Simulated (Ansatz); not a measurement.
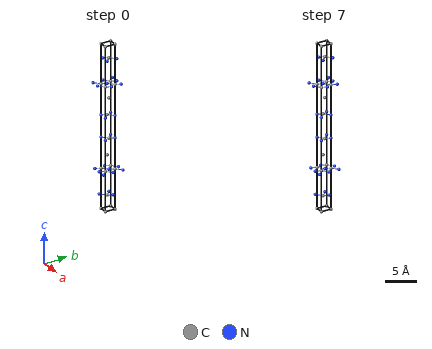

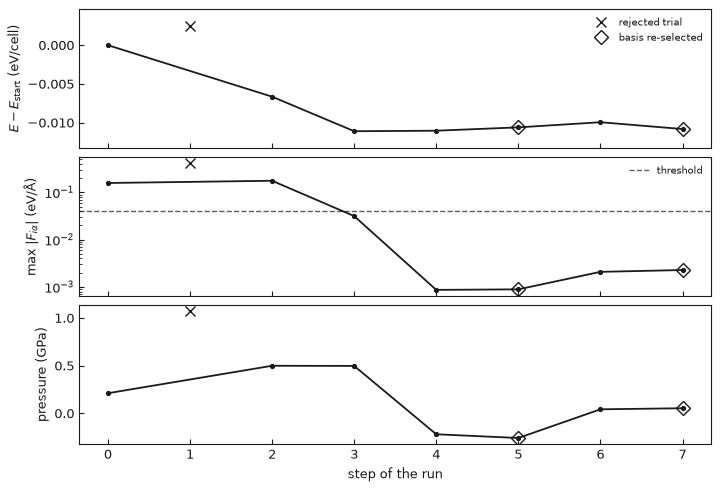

First and last geometry of a relaxation of crystalline C3N2 (a generated structure, set up in R-3m) (coarse preliminary run), with the history of the run. Style: ball-and-stick. Shown: the conventional cell (3 times the calculation's cell), slightly off an axis. Lengths and directions refer to the drawn axes.

These are results of DFT PBE, scalar-relativistic, plane waves, PAW (Ansatz 0.2.0), not measurements.

Input file:
```yaml
crystal:
  lattice:
    - [1.1704367304, 0.6757519614, 9.2379164382]
    - [-1.1704367304, 0.6757519614, 9.2379164382]
    - [0.0, -1.3515039227, 9.2379164382]
  atoms:
    - { symbol: C, position: [0.0, 0.0, 0.0] }
    - { symbol: C, position: [0.2441118326, 0.2441118326, 0.2441118326] }
    - { symbol: C, position: [0.7558881674, 0.7558881674, 0.7558881674] }
    - { symbol: "N", position: [0.4328652865, 0.4328652865, 0.4328652865] }
    - { symbol: "N", position: [0.5671347135, 0.5671347135, 0.5671347135] }
basis:
  ecutwfc: 420
kpoints:
  mp_grid: { grid: [12, 12, 12] }
hamiltonian:
  xc: pbe
scf:
  occupations: { method: gaussian, width: 0.1 }
  lower_state_search: "off"
output:
  forces: true
  stress: true
  eigenvalues: true
relax:
  adjacent_minimum: "off"
  f_tol: 0.04
  max_steps: 70
  cell: { stress_tol: 0.4 }
```

Command:
```bash
ansatz run input.yaml --threads 1 --pin off --max-ram 2560MiB --backend cpu --events-out ev --progress --plain --runs-dir out
```

What do the curves and the structures tell?

It converged. The largest moves relative to the cell, 0.11 Å, are those of C2 and C3. C2 goes along +c. Largest moves by element: C 0.11 Å, N 0.08 Å. The volume changes by +0.1 %, with a = b 2.341 → 2.340 Å (−0.1 %), c 27.714 → 27.780 Å (+0.2 %). Near-neighbour distances that change, for instance: C2–N5 1.381 → 1.387 Å. The space group stays R-3m (No. 166). After 4 accepted moves (7 points after the start) the energy has fallen by 10.8 meV per cell of the calculation. Largest force component: 0.16 eV/Å at the start, 0.0023 eV/Å at the end. Pressure: 0.21 GPa at the start and 0.05 GPa at the end. The line search rejected the trial step at point 1 of the run. At 2 points the geometry stayed and the basis and grid were re-selected for the new cell (energy shift of 0.9 meV per cell of the calculation at most each time). Cost: 63 s on 1 thread of Arm Neoverse V1, on a shared host, peak memory 0.39 GiB.
